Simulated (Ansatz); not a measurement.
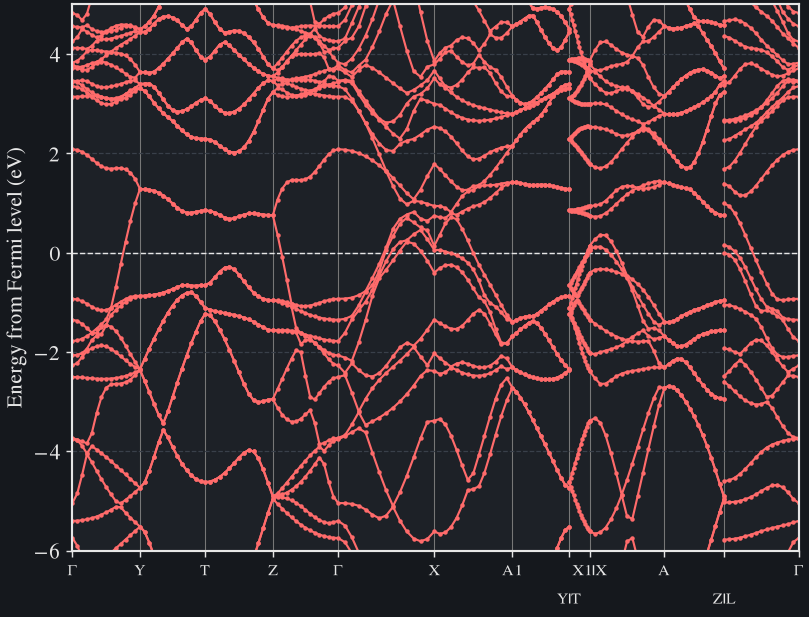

Band structure. Energies are counted from the Fermi level.

> Which system does the plot belong to?
A. zincblende BeTe, space group F-43m (No. 216), 2 atoms in the primitive cell (cubic a = 5.540 Å); B3LYP
B. fluorite-type PbF₂, space group Fm-3m, 3 atoms in the primitive cell (cubic a = 5.927 Å); PBE0
C. TiSi₂, space group Fddd (No. 70), 6 atoms in the primitive cell (a = 5.93 Å, b = 4.89 Å, c = 4.76 Å, α = 75.79°, β = 53.07°, γ = 51.14°); PBE
D. rocksalt LiH, space group Fm-3m, 2 atoms in the primitive cell, relaxed with r2SCAN+rVV10 (cubic a = 3.997 Å); PBE

C. A metal: 4 bands cross the Fermi level along this path. Bands cross the Fermi level on Γ–Y, Z–Γ, Γ–X, X–A1, T–X1, X–A and L–Γ, and not on Y–T, T–Z, A1–Y and A–Z. At Γ the nearest levels lie 0.93 eV below and 2.08 eV above the Fermi level.

Level of theory: PBE, Ansatz PAW, no spin polarisation, no spin-orbit coupling, 7×7×7 k mesh, 420 eV cutoff, Fermi-Dirac smearing of 0.05 eV; code Ansatz 0.2.0.

The cell is a database's computed one. In reduced coordinates of the cell that was run, Y is (0.5, 0, 0.5), T is (1, 0.5, 0.5), Z is (0.5, 0.5, 0), X is (0, 0.413, 0.413), A1 is (0.5, 0.244, 0.744), X1 is (1, 0.587, 0.587), A is (0.5, 0.756, 0.256) and L is (0.5, 0.5, 0.5).
